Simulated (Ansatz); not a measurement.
## Run report: MgO, geometry relaxation (part 2 of 2)

MgO (Fm-3m, 2 atoms in the cell); DFT, PBE, plane waves, PAW, no spin polarisation (Ansatz 0.2.0); cutoff 420 eV, 10×10×10 k-mesh, Gaussian smearing of 0.02 eV. The structure derives from a Materials Project entry. The settings are looser than a standard set-up, so the numbers are not reference values.

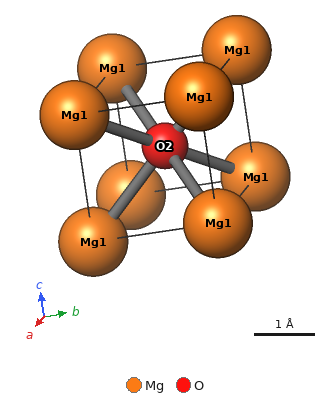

Fig. 1: The geometry at step 3 of the log (ball-and-stick view of the cell of the calculation, seen slightly off an axis; atoms are numbered from 1 in the order of the input).

## What the program printed, continued
```
SCF iter   1: F=—  HF=-2494.138753 eV  |F-HF|=—  |Δ(HF+E_count)|=         —  Δρ=2.17e-4  dr2=7.08e-6  ethr=4.69e-8  ⟨swp⟩=2.4  Hψ=3930  notcnv=0
preconditioner: auto → none  [insulator: Δε(μ)=4.461 eV  Ē_g=18.203 eV  σ=0.020 eV  W_gap=1.00  n_scr=8 (ndim 8)  ℏωp=23.9 eV  f_vac=0.000  D(μ)=0.00/eV (n_scr^D=0)  ε∞_Penn≈2.7]
SCF iter   2: F=—  HF=-2494.138739 eV  |F-HF|=—  |Δ(HF+E_count)|=   1.44e-5  Δρ=7.72e-5  dr2=9.85e-7  ethr=4.43e-8  ⟨swp⟩=2.6  Hψ=746  notcnv=0
iter 3 did not close the SCF: its close was put off for the readings that it lacked (scf_convergence_deferred on its scf_iter line)
SCF iter   3: F=-2494.138739 eV  HF=-2494.138739 eV  |F-HF|=5.51e-9  |Δ(HF+E_count)|=   9.63e-8  Δρ=1.41e-5  dr2=2.73e-8  ethr=6.15e-9  ⟨swp⟩=2.0  Hψ=737  notcnv=0
iter 4 did not close the SCF: its close was put off for the readings that it lacked (scf_convergence_deferred on its scf_iter line)
SCF iter   4: F=-2494.138739 eV  HF=-2494.138739 eV  |F-HF|=1.78e-10  |Δ(HF+E_count)|=   1.02e-8  Δρ=1.32e-6  dr2=3.93e-10  ethr=1.71e-10  ⟨swp⟩=2.0  Hψ=742  notcnv=0
iter 5 did not close the SCF: its close was put off for the readings that it lacked (scf_convergence_deferred on its scf_iter line)
SCF iter   5: F=-2494.138739 eV  HF=-2494.138739 eV  |F-HF|=1.00e-11  |Δ(HF+E_count)|=  8.46e-11  Δρ=4.25e-7  dr2=1.44e-11  ethr=2.45e-12  ⟨swp⟩=2.6  Hψ=874  notcnv=0
SCF iter   6: F=-2494.138739 eV  HF=-2494.138739 eV  |F-HF|=0.00e0  |Δ(HF+E_count)|=  4.55e-12  Δρ=2.58e-8  dr2=4.49e-14  ethr=1.00e-12  ⟨swp⟩=4.0  Hψ=2218  notcnv=0
SCF 6 converged in 6 iterations: F = -2494.138739 eV  dr2 = 4.49e-14
relax step   6: F+E_penalty+E_count = -2494.13873881 eV  Δ(F+E_penalty+E_count) = +1.131e-4 eV  max|allowed force component| = 6.598e-30 eV/Å  Δτ_max = 0.0000 Å  P = +0.017 GPa  Ω = 19.240 Å³  energy of the carried Pulay correction = -1.621e-4 eV  (6 SCF iters, dr2 threshold 2.00e-7 eV, accepted)
iter 1 solved again at ethr=1.26e-7 eV; its pass at ethr=3.10e-3 eV (dr2=2.01e-5 eV) is discarded
SCF iter   1: F=—  HF=-2494.138980 eV  |F-HF|=—  |Δ(HF+E_count)|=         —  Δρ=2.75e-5  dr2=2.31e-8  ethr=1.26e-7  ⟨swp⟩=3.0  Hψ=4856  notcnv=0
preconditioner: auto → none  [insulator: Δε(μ)=4.462 eV  Ē_g=18.204 eV  σ=0.020 eV  W_gap=1.00  n_scr=8 (ndim 8)  ℏωp=23.9 eV  f_vac=0.000  D(μ)=0.00/eV (n_scr^D=0)  ε∞_Penn≈2.7]
SCF iter   2: F=—  HF=-2494.138969 eV  |F-HF|=—  |Δ(HF+E_count)|=   1.08e-5  Δρ=1.19e-5  dr2=3.46e-9  ethr=1.44e-10  ⟨swp⟩=2.0  Hψ=939  notcnv=0
SCF iter   3: F=—  HF=-2494.138969 eV  |F-HF|=—  |Δ(HF+E_count)|=   8.79e-9  Δρ=2.76e-6  dr2=1.78e-10  ethr=2.17e-11  ⟨swp⟩=2.0  Hψ=752  notcnv=0
iter 4 did not close the SCF: its close was put off for the readings that it lacked (scf_convergence_deferred on its scf_iter line)
SCF iter   4: F=-2494.138969 eV  HF=-2494.138969 eV  |F-HF|=5.00e-12  |Δ(HF+E_count)|=  5.98e-10  Δρ=1.89e-7  dr2=1.47e-12  ethr=1.11e-12  ⟨swp⟩=2.0  Hψ=752  notcnv=0
iter 5 did not close the SCF: its close was put off for the readings that it lacked (scf_convergence_deferred on its scf_iter line)
SCF iter   5: F=-2494.138969 eV  HF=-2494.138969 eV  |F-HF|=4.55e-13  |Δ(HF+E_count)|=  5.46e-12  Δρ=4.91e-8  dr2=1.72e-13  ethr=1.00e-12  ⟨swp⟩=1.0  Hψ=564  notcnv=0
iter 6 did not close the SCF: its close was put off for the readings that it lacked (scf_convergence_deferred on its scf_iter line)
SCF iter   6: F=-2494.138969 eV  HF=-2494.138969 eV  |F-HF|=0.00e0  |Δ(HF+E_count)|=  4.55e-13  Δρ=1.56e-9  dr2=2.22e-16  ethr=1.00e-12  ⟨swp⟩=1.0  Hψ=564  notcnv=0
iter 7 did not close the SCF: its close was put off for the readings that it lacked (scf_convergence_deferred on its scf_iter line)
SCF iter   7: F=-2494.138969 eV  HF=-2494.138969 eV  |F-HF|=9.09e-13  |Δ(HF+E_count)|=  4.55e-13  Δρ=2.55e-10  dr2=3.61e-18  ethr=1.00e-12  ⟨swp⟩=1.0  Hψ=564  notcnv=0
SCF iter   8: F=-2494.138969 eV  HF=-2494.138969 eV  |F-HF|=4.55e-13  |Δ(HF+E_count)|=    0.00e0  Δρ=5.40e-11  dr2=3.80e-19  ethr=1.00e-12  ⟨swp⟩=1.9  Hψ=1360  notcnv=0
SCF 7 converged in 8 iterations: F = -2494.138969 eV  dr2 = 3.80e-19
relax step   7: F+E_penalty+E_count = -2494.13896890 eV  Δ(F+E_penalty+E_count) = -2.301e-4 eV  max|allowed force component| = 5.555e-30 eV/Å  Δτ_max = 0.0000 Å  P = +0.025 GPa  Ω = 19.240 Å³  stress off target by 2.53e-2 GPa  SCF on the basis re-selected at this cell (its energy is not comparable with the rows above)  (8 SCF iters)
```

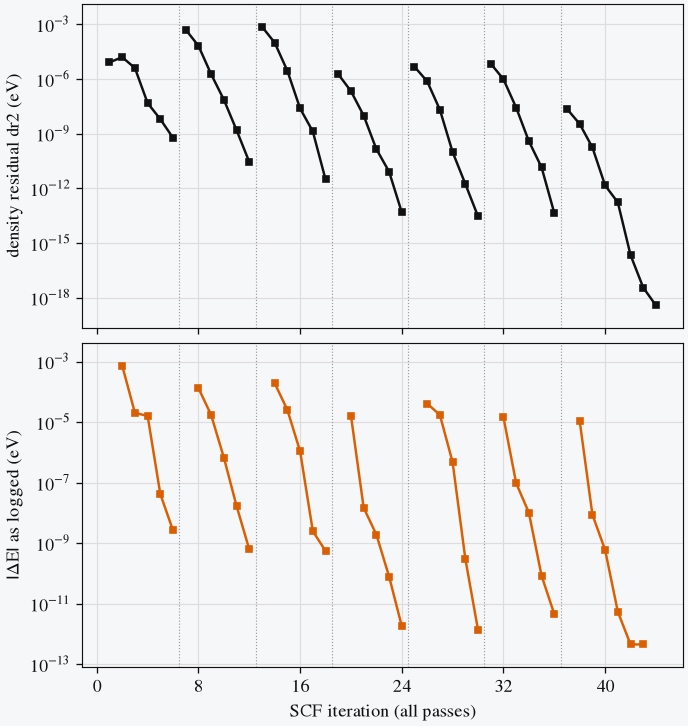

Fig. 2: Convergence of the self-consistent field: density residual dr2 and size of the energy change against the SCF iteration. The dotted lines part the SCF passes of the relaxation: geometry steps, rejected trials and re-solves on a re-selected basis. The 7 passes take 6 to 8 iterations each, 44 in all.

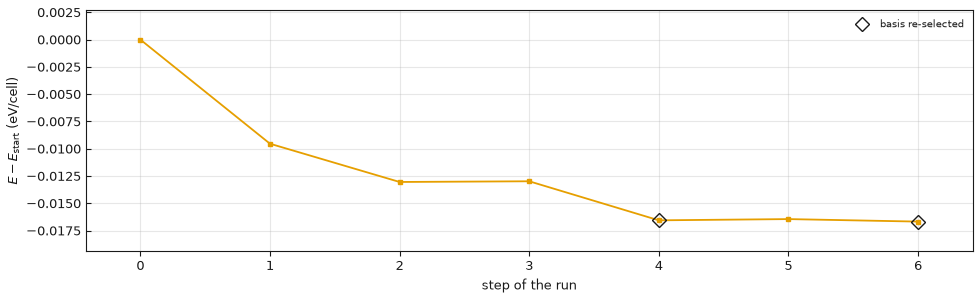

Fig. 3: Progress of the relaxation, step by step (the first geometry is step 0 here and step 1 in the log).

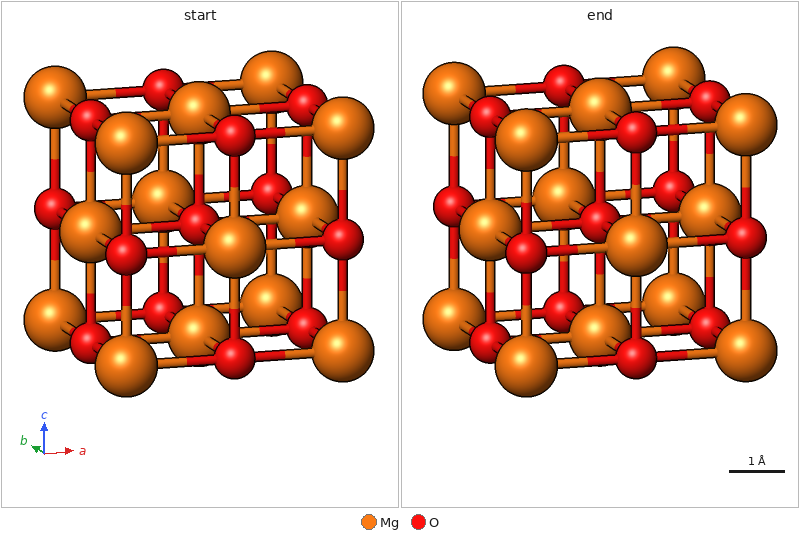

Fig. 4: Before (left) and after (right) the relaxation, at one scale (ball-and-stick view of the cell 4 times as large as that of the calculation, set on its symmetry axes, seen slightly off an axis). The atoms keep their places relative to the cell (all moves are under 0.005 Å). The volume changes by +4.3 %, with a = b = c 4.194 → 4.254 Å (+1.4 %). Among the contacts that change: Mg1–O2 2.097 → 2.127 Å. The space group stays Fm-3m (No. 225). Over 4 geometry steps the energy falls by 16.4 meV per cell of the calculation. All forces vanish by symmetry, so only the cell relaxes. Pressure: 6.91 GPa at the start and 0.03 GPa at the end. The basis was re-selected once at an unchanged geometry, which shifts the energy a little without any move. The energy change given includes the shifts at the re-selections in mid-walk, which come without any move. A last SCF at the same geometry on a re-selected plane-wave basis shifts the energy by −0.2 meV per cell of the calculation. (Atoms are counted from 1 in the order of the input.)

```
basis re-selected at this cell: Δ(F+E_penalty+E_count) = -2.301e-4 eV, ΔP = +0.008 GPa vs the last step (what re-selecting the basis moved, of the pressure what is left beyond the Pulay correction that the steps carried, after the strain that the cell walked since its last selection, with what the two solves' SCF thresholds leave and, on support functions, any second-order correction that the steps lacked; it is no measure of the basis error at this ecutwfc). This SCF's stress stands 2.53e-2 GPa from its target on what of the cell is left free (relax.cell.stress_tol is 5.00e-2 GPa) and its largest allowed force component is 5.55e-30 eV/Å (relax.f_tol is 5.00e-3 eV/Å): within both
SCF converged after 8 iterations
Free energy (F): -2494.138969 eV
Harris-Foulkes:  -2494.138969 eV  (|F-HF|=4.55e-13)
Internal energy: -2494.138969 eV  (E = F + TS)
E sigma→0 (E₀):  -2494.138969 eV
Fermi energy:    10.006632 eV
--- Per-component energies (eV) ---
  E_band       = -298.628652
  E_kinetic    = 255.007510
  E_local      = -1620.899794  (includes V_loc(G=0)·N_el)
  E_nonlocal   = 142.755894
  E_hartree    = 560.941541
  E_xc         = -105.024079
  E_vxc        = -134.567981  (∫ρ·V_xc dr)
  E_paw        = -450.143865  (= ΣΔE_a)
  E_vpaw       = -62.809833  (= ΣTr[D̂ρ^β])
  E_aug_tail   = 0.002471  (compensation charges beyond the density's cutoff)
  E_ewald      = -1276.778647
  E_smearing   = -0.000000  (= −TS)
  E_closure    = 0.000000  (closes the sum)
  Σ components = -2494.138969   (vs F -2494.138969, Δ=0.00e0)
--- Forces (eV/Å), atoms counted from 1 ---
  atom   1  Mg    -0.00000000    -0.00000000    -0.00000000
  atom   2  O      0.00000000    -0.00000000    -0.00000000
  max |Σ_I F_I| component: 1.20e-29 eV/Å
--- Stress (GPa, compression-positive) ---
        0.025302      -0.000000      -0.000000
       -0.000000       0.025302      -0.000000
       -0.000000      -0.000000       0.025302
  P = ⅓ Tr σ = 0.0253 GPa (0.253 kbar)
--- Band table (eV; the first three rows and the last of 47) ---
  k-point 0: bands = ["-64.6263", "-31.3508", "-31.3508", "-31.3508", "-9.3303", "7.7755", "7.7755", "7.7755", "12.2376", "23.4267", "23.4267", "23.4267"]
  k-point 1: bands = ["-64.6256", "-31.3581", "-31.3515", "-31.3515", "-9.2270", "7.1301", "7.7110", "7.7110", "12.8682", "22.1804", "23.6544", "23.6544"]
  k-point 2: bands = ["-64.6237", "-31.3774", "-31.3535", "-31.3535", "-8.9436", "5.8420", "7.5492", "7.5492", "14.0669", "20.6588", "24.1015", "24.1015"]
  k-point 46: bands = ["-64.6164", "-31.4021", "-31.3900", "-31.3780", "-7.8230", "4.5627", "5.3429", "6.1004", "18.6409", "19.2870", "19.7345", "23.3293"]
--- Relaxed structure (5 steps of the walk, 5 accepted, 2 SCFs on fresh bases) ---
  F+E_penalty+E_count = -2494.13896890 eV   max|allowed force component| = 5.555e-30 eV/Å   (the final SCF, on the basis selected at the relaxed cell)
  cell:  # Å, volume = 19.2401 Å³
    - [8.407363854277724e-34, 2.1267948278081343, 2.1267948278081343]
    - [2.1267948278081343, 5.5412170857739545e-34, 2.1267948278081343]
    - [2.1267948278081343, 2.1267948278081343, 1.1783047826071053e-33]
  atoms:
    - { symbol: Mg, position: [-4.424684116516337e-36, 4.903028345322224e-36, 3.9463398876799965e-36] }
    - { symbol: O, position: [0.5, 0.5, 0.5] }
```

## Trajectory as extended XYZ (Å, eV, eV/Å), 7 frames, from step=1 to step=7
```
2
Lattice="0.0000 2.0970 2.0970 2.0970 0.0000 2.0970 2.0970 2.0970 0.0000" Properties=species:S:1:pos:R:3:forces:R:3 step=1 energy=-2494.12230 pressure_GPa=6.91
Mg    0.0000    0.0000    0.0000    0.0000   0.0000   0.0000
O     2.0970    2.0970    2.0970    0.0000   0.0000   0.0000
2
Lattice="0.0000 2.1092 2.1092 2.1092 0.0000 2.1092 2.1092 2.1092 0.0000" Properties=species:S:1:pos:R:3:forces:R:3 step=2 energy=-2494.13183 pressure_GPa=3.80
Mg    0.0000    0.0000    0.0000    0.0000   0.0000   0.0000
O     2.1092    2.1092    2.1092    0.0000   0.0000   0.0000
2
Lattice="0.0000 2.1245 2.1245 2.1245 0.0000 2.1245 2.1245 2.1245 0.0000" Properties=species:S:1:pos:R:3:forces:R:3 step=3 energy=-2494.13534 pressure_GPa=0.18
Mg    0.0000    0.0000    0.0000    0.0000   0.0000   0.0000
O     2.1245    2.1245    2.1245    0.0000   0.0000   0.0000
2
Lattice="0.0000 2.1252 2.1252 2.1252 0.0000 2.1252 2.1252 2.1252 0.0000" Properties=species:S:1:pos:R:3:forces:R:3 step=4 energy=-2494.13528 pressure_GPa=0.01
Mg    0.0000    0.0000    0.0000    0.0000   0.0000   0.0000
O     2.1252    2.1252    2.1252    0.0000   0.0000   0.0000
2
Lattice="0.0000 2.1252 2.1252 2.1252 0.0000 2.1252 2.1252 2.1252 0.0000" Properties=species:S:1:pos:R:3:forces:R:3 step=5 energy=-2494.13885 pressure_GPa=0.35
Mg    0.0000    0.0000    0.0000    0.0000   0.0000   0.0000
O     2.1252    2.1252    2.1252    0.0000   0.0000   0.0000
2
Lattice="0.0000 2.1268 2.1268 2.1268 0.0000 2.1268 2.1268 2.1268 0.0000" Properties=species:S:1:pos:R:3:forces:R:3 step=6 energy=-2494.13874 pressure_GPa=0.02
Mg    0.0000    0.0000    0.0000    0.0000   0.0000   0.0000
O     2.1268    2.1268    2.1268    0.0000   0.0000   0.0000
2
Lattice="0.0000 2.1268 2.1268 2.1268 0.0000 2.1268 2.1268 2.1268 0.0000" Properties=species:S:1:pos:R:3:forces:R:3 step=7 energy=-2494.13897 pressure_GPa=0.03
Mg    0.0000    0.0000    0.0000    0.0000   0.0000   0.0000
O     2.1268    2.1268    2.1268    0.0000   0.0000   0.0000
```

The run was set up as follows.

## Input file
```yaml
crystal:
  lattice:
    - [0.0, 2.09700139, 2.09700139]
    - [2.09700139, 0.0, 2.09700139]
    - [2.09700139, 2.09700139, 0.0]
  atoms:
    - { symbol: Mg, position: [0.0, 0.0, 0.0] }
    - { symbol: O, position: [0.5, 0.5, 0.5] }
basis:
  ecutwfc: 420
kpoints:
  mp_grid: { grid: [10, 10, 10] }
hamiltonian:
  xc: pbe
scf:
  occupations: { method: gaussian, width: 0.02 }
output:
  forces: true
  stress: true
  eigenvalues: true
  write_density: true
  write_potential: true
  elf: true
  volumetric_format: npy
relax:
  adjacent_minimum: "off"
  f_tol: 0.005
  max_steps: 80
  cell: { stress_tol: 0.05 }
```

Launched with:
```bash
ansatz run input.yaml --threads 4 --pin off --max-ram 8192MiB --backend cpu --events-out ev --progress --plain --runs-dir out
```

## Key numbers

- outcome: converged
- space group (tolerance 0.01 Å): Fm-3m (225)
- electrons treated: 16
- free energy: −2494.1390 eV
- Fermi energy: 10.007 eV
- gap on the k-point mesh: 4.46 eV
- pressure: 0.03 GPa
- final volume: 19.24 Å³
- largest force (length of the vector) at the end: under 0.001 eV/Å
- final cell: a = 3.008 Å, b = 3.008 Å, c = 3.008 Å, α = 60.00°, β = 60.00°, γ = 60.00°
- hardware: 4 threads of AMD EPYC (Zen 3), 189 GiB of memory available, shared host
- wall time: 7 s (CPU time 14 s)
- peak memory: 0.31 GiB

## Remarks

These settings are looser than, or depart from, a standard set-up, so the numbers are not reference values for this system.
